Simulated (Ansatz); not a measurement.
**Ta2N: single-point calculation**

The run: single-point calculation of Ta2N (P-3m1, 3 atoms in the cell). Method and program: DFT PBE, scalar-relativistic, plane waves, PAW, no spin polarisation (Ansatz 0.2.0).

The structure derives from a Materials Project entry. It belongs to a series of runs on one base structure; here: strain +0.050 along x and y, +0.025 along z, atoms carried along. Figures and captions count atoms from 1; the log counts them from 0 in places.

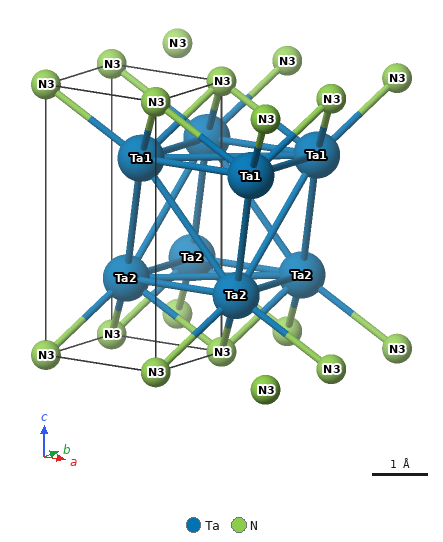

Figure 1. The input geometry (ball-and-stick view of the cell of the calculation, repeated 2 × 2 × 1, seen slightly off an axis; atoms are numbered from 1 in the order of the input). An atom can appear more than once, as a periodic image.

**Summary**

- outcome: converged
- space group (tolerance 0.01 Å): P-3m1 (164)
- electrons treated: 31
- free energy: −20250.4298 eV
- Fermi energy: 17.188 eV
- gap on the k-point mesh: none (metallic)
- pressure: −26.23 GPa
- largest force (length of the vector): 0.675 eV/Å
- hardware: 2 threads of Intel Xeon @ 2.90GHz (Ice Lake), 192 GiB of memory available, shared host
- wall time: 12 s (CPU time 24 s)
- peak memory: 0.56 GiB

**Notes**

Spin–orbit coupling is left out, which matters for Ta. The cell holds an odd number of electrons but the run has no spin polarisation, so a band is left half filled. The cell is under a tension of 26 GPa at this level, so it is not at its equilibrium volume.

**Input file**
```yaml
crystal:
  lattice:
    - [3.2561970584, 0.0, 0.0]
    - [-1.6280985292, 2.8199493723, 0.0]
    - [0.0, 0.0, 5.0039373139]
  atoms:
    - { symbol: Ta, position: [0.6666666667, 0.3333333333, 0.7449050322] }
    - { symbol: Ta, position: [0.3333333333, 0.6666666667, 0.2550949678] }
    - { symbol: "N", position: [0.0, 0.0, 0.0] }
basis:
  ecutwfc: 420
kpoints:
  mp_grid: { grid: [18, 18, 10] }
hamiltonian:
  xc: pbe
scf:
  occupations: { method: gaussian, width: 0.15 }
output:
  forces: true
  stress: true
  eigenvalues: true
  write_density: true
  write_potential: true
  elf: true
  volumetric_format: npy
```

Launched with:
```bash
ansatz run input.yaml --threads 2 --pin off --max-ram 5120MiB --backend cpu --events-out ev --progress --plain --runs-dir out
```

**The program's output**
```
Engine: ansatz 0.2.0, x86_64-unknown-linux-gnu
Pseudopotentials: kind: paw
Pseudopotential: Ta, paw, valence charge 13, recommended cutoff 420 eV (normal), Ta.paw.azcp
Pseudopotential: N, paw, valence charge 5, recommended cutoff 420 eV (normal), N.paw.azcp
Functional definition: PBE
  parameter kappa = 0.804
  parameter beta = 0.06672455060314922
  exchange = pbe_x(kappa = kappa, mu = beta*pi^2/3)
  correlation = pbe_c(beta = beta)
Crystal: 3 atoms, lattice volume = 45.948 Å³
Basis set: ecut = 420 eV, 905 PW (Γ), exchange–correlation on 48×48×72 points (8 copies of the dense FFT grid, shifted against one another)
Bands: 20, of which v1, the nominal top of the filled ones, is band 16 counted from 1 (15 counted from 0)
Symmetry: 12 space group operations
Space group: P-3m1 (ITA 164), of the structure as read, at distance tolerance 3.6e-5 Å
k-points: 330 of 3240
Non-local potential: Ta, projectors of the file, l = 0: 3, l = 1: 2, l = 2: 2, l = 3: 1
Non-local potential: N, projectors of the file, l = 0: 2, l = 1: 2, l = 2: 1
PAW form: soft (Blöchl's): semilocal exchange-correlation on the pseudo side does not see the compensation charge
PAW one-centre angular grid: Ta, 590 points (default); XC on 64 Gauss nodes
PAW one-centre angular grid: N, 110 points (default); XC on 64 Gauss nodes
Initial density: superposition of atomic densities (neutral atoms: chi_scale 0, normalization atom), corrected by the library's trained network
Initial wavefunctions: pseudopotential atomic-orbital guess
Functional: x = pbe(κ = 0.804, μ = 0.2195149727645171), c = pbe(β = 0.06672455060314922)
SCF iter   1: F=—  HF=-20250.430631 eV  |F-HF|=—  |Δ(HF+E_count)|=         —  Δρ=4.76e-3  dr2=7.44e-3  ethr=1.77e-3  ⟨swp⟩=5.0  Hψ=28956  notcnv=0
preconditioner: auto → Kerker (q_TF=auto, 2.555 Å⁻¹)  [metal: Δε(μ)=0.002 eV  Ē_g=7.556 eV  σ=0.150 eV  W_gap=0.01  n_scr=10 (ndim 8)  ℏωp=21.2 eV  f_vac=0.000  D(μ)=1.41/eV (n_scr^D=8)]
SCF iter   2: F=—  HF=-20250.430021 eV  |F-HF|=—  |Δ(HF+E_count)|=   6.11e-4  Δρ=2.91e-3  dr2=3.09e-3  ethr=2.40e-5  ⟨swp⟩=1.2  Hψ=9415  notcnv=0
SCF iter   3: F=—  HF=-20250.429828 eV  |F-HF|=—  |Δ(HF+E_count)|=   1.93e-4  Δρ=3.97e-4  dr2=7.04e-5  ethr=9.98e-6  ⟨swp⟩=3.0  Hψ=10988  notcnv=0
SCF iter   4: F=—  HF=-20250.429836 eV  |F-HF|=—  |Δ(HF+E_count)|=   8.22e-6  Δρ=7.58e-5  dr2=3.61e-6  ethr=2.27e-7  ⟨swp⟩=2.9  Hψ=10363  notcnv=0
SCF iter   5: F=—  HF=-20250.429836 eV  |F-HF|=—  |Δ(HF+E_count)|=   2.37e-7  Δρ=2.44e-5  dr2=2.31e-7  ethr=1.16e-8  ⟨swp⟩=2.1  Hψ=8396  notcnv=0
SCF iter   6: F=-20250.429836 eV  HF=-20250.429836 eV  |F-HF|=6.06e-9  |Δ(HF+E_count)|=   9.94e-9  Δρ=4.61e-6  dr2=1.19e-8  ethr=3.23e-10  ⟨swp⟩=9.7  Hψ=43358  notcnv=0
SCF 1 converged in 6 iterations: F = -20250.429836 eV  dr2 = 1.19e-8
  greatest PAW one-centre occupation: 0.999 electrons in one spin orbital (limit 2), on the Ta atom at site 1 (counted from 0), in its partial waves of l = 0
SCF converged after 6 iterations
Free energy (F): -20250.429836 eV
Harris-Foulkes:  -20250.429836 eV  (|F-HF|=6.06e-9)
Internal energy: -20250.414072 eV  (E = F + TS)
E sigma→0 (E₀):  -20250.421954 eV
Entropy (-TS):   -0.015764 eV (-5.255 meV/atom)
Fermi energy:    17.188200 eV
--- Per-component energies (eV) ---
  E_band       = -252.149149
  E_kinetic    = 851.833050
  E_local      = -1389.974925  (includes V_loc(G=0)·N_el)
  E_nonlocal   = 71.156652
  E_hartree    = 469.135243
  E_xc         = -493.940171
  E_vxc        = -480.464815  (∫ρ·V_xc dr)
  E_paw        = -16918.668039  (= ΣΔE_a)
  E_vpaw       = -242.969455  (= ΣTr[D̂ρ^β])
  E_aug_tail   = 0.000381  (compensation charges beyond the density's cutoff)
  E_ewald      = -2839.956263
  E_smearing   = -0.015764  (= −TS)
  E_closure    = 0.000000  (closes the sum)
  Σ components = -20250.429836   (vs F -20250.429836, Δ=0.00e0)
--- Forces (eV/Å), atoms counted from 1 ---
  atom   1  Ta     0.00000000     0.00000000     0.67472789
  atom   2  Ta    -0.00000000    -0.00000000    -0.67472789
  atom   3  N      0.00000000     0.00000000     0.00000000
  max |Σ_I F_I| component: 1.11e-16 eV/Å
--- Stress (GPa, compression-positive) ---
      -27.275458       0.000000       0.000000
       -0.000000     -27.275458      -0.000000
        0.000000      -0.000000     -24.131366
  P = ⅓ Tr σ = -26.2274 GPa (-262.274 kbar)
--- Band table (eV; the first three rows and the last of 330) ---
  k-point 0: bands = ["-51.6973", "-51.6502", "-18.4601", "-18.0386", "-18.0386", "-17.9437", "-17.9437", "-17.8131", "0.4782", "9.6205", "11.7310", "11.7310", "12.2721", "16.7912", "17.0063", "17.0063", "17.3375", "17.3375", "17.4591", "18.1772"]
  k-point 1: bands = ["-51.6961", "-51.6513", "-18.4451", "-18.0363", "-18.0363", "-17.9460", "-17.9460", "-17.8299", "0.4922", "9.5352", "11.7148", "11.7148", "12.4295", "16.5650", "16.8973", "16.8973", "17.3988", "17.3988", "17.6947", "18.3720"]
  k-point 2: bands = ["-51.6928", "-51.6546", "-18.4014", "-18.0299", "-18.0299", "-17.9525", "-17.9525", "-17.8781", "0.5296", "9.3380", "11.6743", "11.6743", "12.8452", "16.1838", "16.6404", "16.6404", "17.6896", "17.6896", "18.0812", "18.7561"]
  k-point 329: bands = ["-51.6533", "-51.6533", "-18.3545", "-18.3545", "-18.2608", "-18.2414", "-17.9394", "-17.9394", "1.2756", "10.2266", "10.2266", "11.3962", "15.0920", "15.3524", "15.3524", "17.8137", "17.8164", "17.8164", "20.5002", "20.5002"]
```

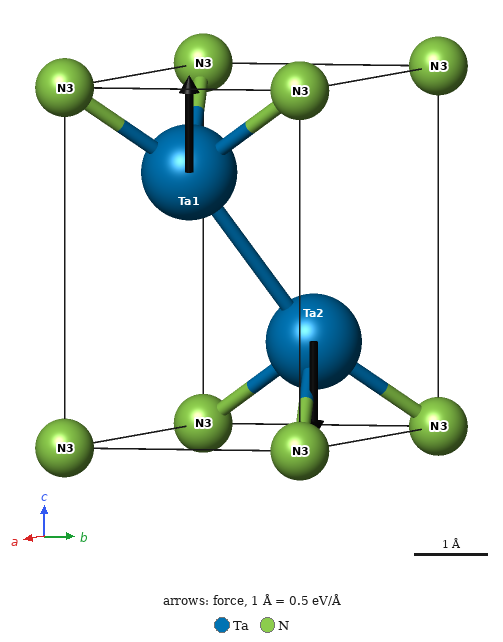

Figure 2. Forces on the atoms as black arrows (ball-and-stick view of the cell of the calculation, seen at an oblique angle; atoms are numbered from 1 in the order of the input). The largest act on Ta1, Ta2 (0.67 eV/Å). The geometry is not a stationary point of this energy.

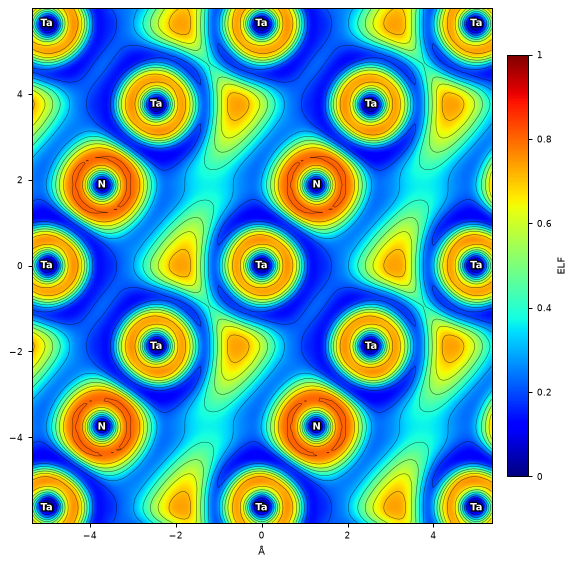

Figure 3. Electron localisation function on the (110) plane of the conventional cell. The section cuts through Ta and N sites. Ta–N (2.27 Å): the ELF is about 0.20 at the midpoint; no shared pair; the contact is polar. Ta–Ta (3.09 Å): the ELF is about 0.40 at the midpoint (no shared electron pair). Ta–Ta (3.17 Å): the ELF is about 0.20 at the midpoint; no localised pair between them.  The strong features right at Ta lie inside the PAW spheres (semicore, d or f shells) and say nothing about bonding. The fields are those of the smooth PAW valence density.

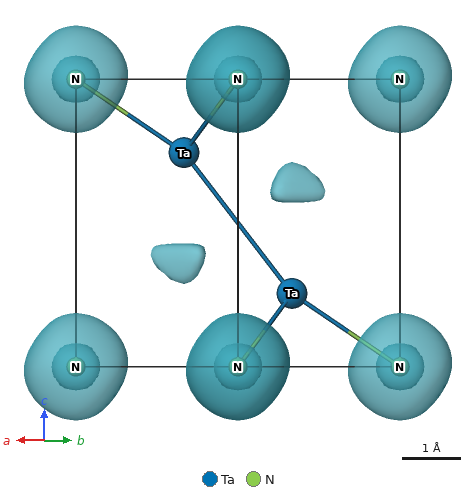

Figure 4. Isosurface of the electron localisation function at 0.65 (cyan), seen along [110]. Core shells and regions of very low density are left out. Sticks mark near contacts. The outline is the cell set on symmetry axes. Along the contacts the grid gives the following. Ta–N (2.27 Å): the ELF is about 0.20 at the midpoint (a polar contact without a shared pair, in a metal). Ta–Ta (3.09 Å): the ELF is about 0.40 at the midpoint (no shared electron pair).
